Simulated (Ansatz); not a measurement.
**SiO2: density, localisation and related maps**

Input

```
crystal:
  lattice:
    - [5.0300282625, 0.0, 0.0]
    - [0.0, 4.0714623524, 0.0]
    - [0.0, 0.0, 4.4829373027]
  atoms:
    - { symbol: Si, position: [0.0981057305, 0.25, 0.2043333333] }
    - { symbol: Si, position: [0.4018942695, 0.25, 0.7043333333] }
    - { symbol: Si, position: [0.5981057305, 0.75, 0.2043333333] }
    - { symbol: Si, position: [0.9018942695, 0.75, 0.7043333333] }
    - { symbol: O, position: [0.3679337648, 0.0188142798, 0.3739448563] }
    - { symbol: O, position: [0.1320662352, 0.0188142798, 0.8739448563] }
    - { symbol: O, position: [0.6320662352, 0.5188142798, 0.5347218103] }
    - { symbol: O, position: [0.8679337648, 0.5188142798, 1.0347218103] }
    - { symbol: O, position: [0.3679337648, 0.4811857202, 1.0347218103] }
    - { symbol: O, position: [0.1320662352, 0.4811857202, 0.5347218103] }
    - { symbol: O, position: [0.8679337648, 0.9811857202, 0.3739448563] }
    - { symbol: O, position: [0.6320662352, 0.9811857202, 0.8739448563] }
kpoints:
  mp_grid: { grid: [4, 4, 4] }
  band_path:
    path:
      - [0.0, 0.0, 0.0]
      - [0.0, 0.5, 0.0]
      - [-0.5, 0.5, 0.0]
      - [-0.5, 0.0, 0.0]
      - [0.0, 0.0, 0.5]
      - [0.0, 0.5, 0.5]
      - [-0.5, 0.5, 0.5]
      - [-0.5, 0.0, 0.5]
      - [0.0, 0.0, -0.002604]
    npoints: 1
hamiltonian:
  xc: pbe0
scf:
  occupations: { method: fixed }
  n_extra_bands: 7
output:
  forces: true
  stress: true
  eigenvalues: true
  write_density: true
  write_potential: true
  elf: true
  volumetric_format: npy
```

Below, planes, directions and counts refer to the conventional cell (a = 4.07 Å, b = 5.03 Å, c = 4.48 Å, α = 90.00°, β = 90.00°, γ = 90.00°).

Space group Pbcn; a structure from a database of computed crystals, not necessarily the ambient phase; started from the polar orthorhombic host prototype, which need not be the ambient phase; computed pressure about −2 GPa in this cell.

Theory: Ansatz 0.2.0, DFT, PBE0, plane waves, PAW.

The density is the valence pseudo-density of a PAW calculation; it isn't the true density close to the nuclei.

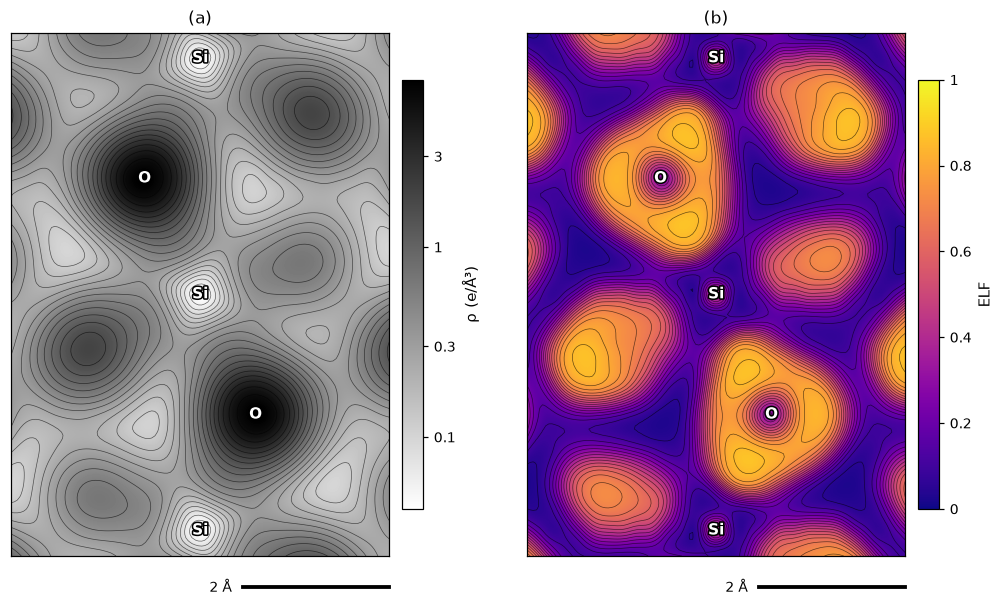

Figure 1. (a) valence pseudo-density; (b) electron localisation function on the (110) plane of the conventional cell.

What do the fields say about this system?

The section cuts through Si and O sites. Atoms just off the plane (O, 0.6 Å away) can leave unmarked features too. Si–O (1.77 Å): the density is about 0.94 e/Å³ at the midpoint; the ELF peaks at about 0.90 between the atoms. Si–O (1.82 Å): ρ is about 0.85 e/Å³ halfway; the ELF peaks at about 0.85 between the atoms. Between the atoms the lowest density in this plane is 0.1 e/Å³.

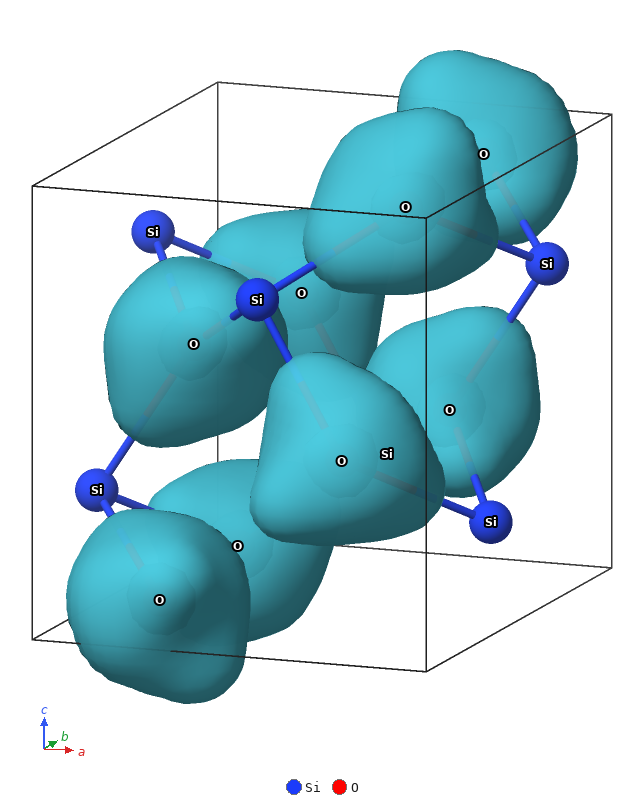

Figure 2. Isosurface of the ELF at 0.65 (cyan), seen slightly off an axis. Core shells and regions of very low density are left out. Sticks mark near contacts.

Describe the localisation domains.

At this value the surface marks out eight regions on O in which the atom's valence shell and bonds are merged, counted in one cell of 12 atoms. Regions shared between cells count once.


Si–O (1.76 Å): the ELF peaks at about 0.85 between the atoms.

Metal or insulator at this level of theory?

It is gapped, with a Kohn–Sham gap of 8.6 eV on the k-point mesh (the band edges may lie off the mesh, which would make the gap smaller).
